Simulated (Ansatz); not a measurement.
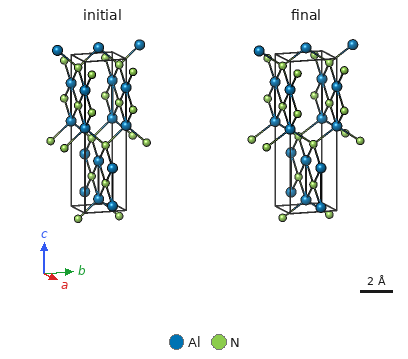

The structure of a crystal of AlN (a generated structure, set up in Imm2) (coarse preliminary run) before (left) and after (right) a relaxation, at one scale.

Style: ball-and-stick. Shown: the conventional cell (2 times the calculation's cell), slightly off an axis. Lengths and directions refer to the drawn axes.

The calculation used DFT PBE, scalar-relativistic, plane waves, PAW (Ansatz).

Input
```yaml
crystal:
  lattice:
    - [-1.30892518, 1.40583678, 4.95288608]
    - [1.30892518, -1.40583678, 4.95288608]
    - [1.30892518, 1.40583678, -4.95288608]
  atoms:
    - { symbol: Al, position: [0.43866, 0.43866, 0.0] }
    - { symbol: Al, position: [0.18824999, 0.18824999, 0.0] }
    - { symbol: "N", position: [0.06134, 0.56134, 0.5] }
    - { symbol: "N", position: [0.31175001, 0.81175001, 0.5] }
basis:
  ecutwfc: 420
kpoints:
  mp_grid: { grid: [8, 8, 8] }
hamiltonian:
  xc: pbe
scf:
  occupations: { method: gaussian, width: 0.1 }
  lower_state_search: "off"
output:
  forces: true
  stress: true
  eigenvalues: true
relax:
  adjacent_minimum: "off"
  f_tol: 0.04
  max_steps: 70
  cell: { stress_tol: 0.4 }
```

Command:
```bash
ansatz run input.yaml --threads 1 --pin off --max-ram 2560MiB --backend cpu --events-out ev --progress --plain --runs-dir out
```

**Describe what moved and what it gained.**

After 5 accepted moves (7 points after the start) the energy has fallen by 334 meV per atom. The largest force component goes from 2.2 to 0.033 eV/Å. The pressure goes from 46.45 to 0.30 GPa. The SCF was repeated twice at an unchanged geometry on a basis and grid sized afresh for the cell, which shifted the energy by 20.0 meV per atom at most. N3 moves most relative to the cell: 0.087 Å along +c. By element the largest moves are N 0.087 Å, Al 0.056 Å. Cell: a 2.618 → 2.816 Å (+7.6 %), b 2.812 → 3.201 Å (+13.8 %), c 9.906 → 9.952 Å (+0.5 %). Volume +23.0 %. Among the contacts that change: Al2–N4 1.792 → 1.942 Å, Al2–N3 1.815 → 1.925 Å, Al1–Al2 2.481 → 2.586 Å, Al1–N3 1.858 → 1.930 Å. Among the angles between lasting bonds that change: N3–Al1–N3 98.3° → 112.1°, Al1–N3–Al1 98.3° → 112.1°, Al2–Al1–N3 130.8° → 124.0°. The space group stays Imm2 (No. 44). Cost: 74 s on 1 thread of Intel(R) Xeon(R) Processor @ 2.50GHz (Skylake/Cascade Lake) (shared host), peak memory 0.39 GiB.
